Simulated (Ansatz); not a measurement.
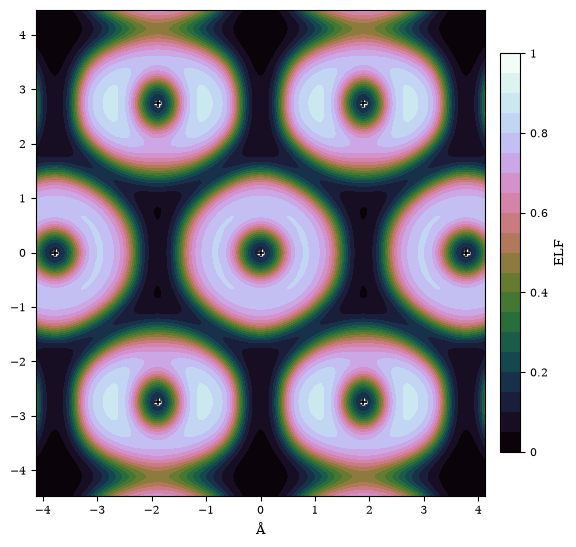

The electron localisation function on a plane through atoms (crosses mark nuclei in the plane).

Theory: Ansatz, DFT, BLYP, plane waves (420 eV) with PAW, scalar-relativistic.

Candidates:
A. Se, a = 4.75 Å, b = 4.75 Å, c = 3.78 Å, α = 90.00°, β = 90.00°, γ = 120.00°. Space group P6/mmm; set up as Se, omega (AlB2-type); a generated structure, not necessarily the stable one; changed on purpose from its base cell (volume × 1.0).
B. Co, a = 3.41 Å, b = 3.41 Å, c = 3.41 Å, α = 90.00°, β = 90.00°, γ = 90.00°. Space group Fm-3m; set up as Co, fcc; a generated structure, not necessarily the stable one; changed on purpose from its base cell (volume × 0.92); computed pressure about 36 GPa in this cell; spin-polarised.

### Which system is this?

Candidate A: Se on the (110) plane of the conventional cell, which holds Se.
